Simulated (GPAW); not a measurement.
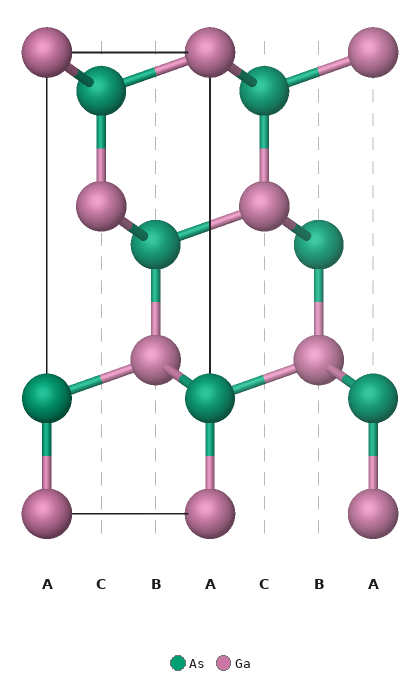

Projection along an edge of the hexagonal mesh, stacking direction [111] upwards. The dashed lines mark the three columns A (0, 0), B (1/3, 2/3) and C (2/3, 1/3). The box is the hexagonal cell of the face-centred cubic lattice. The sequence starts with the first layer at or above the cell's origin.

System GaAs; source of the atomic positions: an entry of the Crystallography Open Database, as set up for an electronic-structure calculation.

Give the sequence of layers in one repeat, with element and column.

Ga(A) – As(A) – Ga(B) – As(B) – Ga(C) – As(C) (six layers in 9.79 Å).

How are the As layers alone stacked?

As layers alone: ABC, the cubic close-packed type.

Which positions between or in the As layers do the other atoms fill?

Ga: three tetrahedral sites (per hexagonal cell).

What short polytype symbol fits?

Polytype symbol 3C, the symbol of a tetrahedral polytype (number of double layers in the repeat and lattice).
